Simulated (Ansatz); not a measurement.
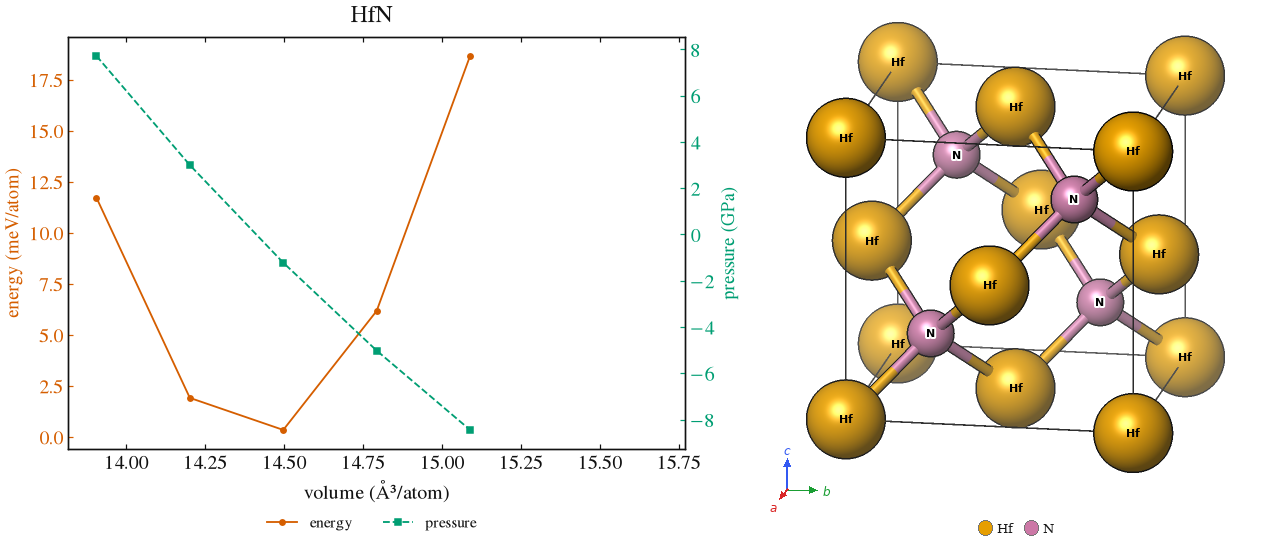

Plotted: energy and pressure against volume for HfN, space group F-43m (No. 216). The conventional cell is drawn beside the plot.

Cell as given: a = 3.472 Å, b = 3.472 Å, c = 3.472 Å, α = 60.00°, β = 60.00°, γ = 60.00°; 2 atoms.

Computed with Ansatz 0.2.0: all-electron LAPW DFT, no spin polarisation; energies at scaled volumes of the given cell, shape and fractions fixed, counted from the fit's minimum, third-order Birch-Murnaghan fit. Level: PBEsol.

| setting | value |
| --- | --- |
| k mesh | 9×9×9 |
| occupations | Fermi–Dirac |
| smearing width | 0.05 eV |
| potentials | all electron LAPW, scalar relativistic |
| program settings | basis error eV/atom 0.0005 |

The points at volume 15.38 Å³/atom and 15.68 Å³/atom are left out of the plot. What values does the calculation give there?

```
volume (Å³/atom)  energy (meV/atom)  pressure (GPa)
           15.38              37.19          -11.56
           15.68              61.17          -14.36
```
